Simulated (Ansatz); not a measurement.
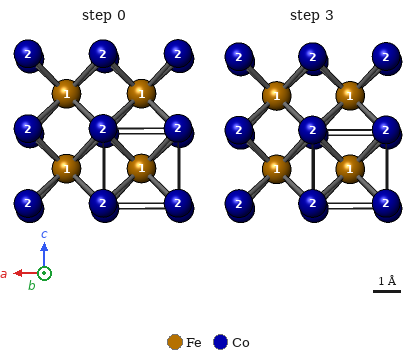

The structure of a crystal of FeCo (set up in Pm-3m) (coarse preliminary run) before (left) and after (right) a relaxation, at one scale.

Style: ball-and-stick. Shown: the cell of the calculation, repeated 2 × 1 × 2 with one cell outlined, from a free direction.

Level of theory: Ansatz, DFT PBEsol, scalar-relativistic, plane waves, PAW.

The input:
```yaml
crystal:
  lattice:
    - [2.857, 0.0, 0.0]
    - [0.0, 2.857, 0.0]
    - [0.0, 0.0, 2.857]
  atoms:
    - { symbol: Fe, position: [0.5, 0.5, 0.5], spin: 3.17 }
    - { symbol: Co, position: [0.0, 0.0, 0.0], spin: 2.08 }
basis:
  ecutwfc: 420
kpoints:
  mp_grid: { grid: [8, 8, 8] }
hamiltonian:
  xc: pbesol
scf:
  occupations: { method: gaussian, width: 0.1 }
output:
  forces: true
  stress: true
  eigenvalues: true
  populations: true
magnetization:
  spin_polarized: true
relax:
  adjacent_minimum: "off"
  f_tol: 0.05
  max_steps: 80
  cell: { stress_tol: 0.5 }
```

Run as
```bash
ansatz run input.yaml --threads 2 --pin off --max-ram 5120MiB --backend cpu --events-out ev --progress --plain --runs-dir out
```

What changed between the two?

Over 2 accepted moves (3 points after the start) the energy falls by 22.5 meV per atom. All forces vanish by symmetry, so only the cell relaxes. The pressure goes from −10.79 to 0.42 GPa. The SCF was repeated once at an unchanged geometry on a basis and grid sized afresh for the cell, which shifted the energy by 0.5 meV per atom at most. The atoms keep their places relative to the cell (all moves are under 0.005 Å). The volume changes by −5.6 %, with a = b = c 2.857 → 2.802 Å (−1.9 %). Some distances before and after: Fe1–Co2 2.474 → 2.427 Å. The space group stays Pm-3m (No. 221). Cost: 5.2 s on 2 threads of Intel(R) Xeon(R) 6975P-C (Granite Rapids) (shared host), peak memory 0.36 GiB.
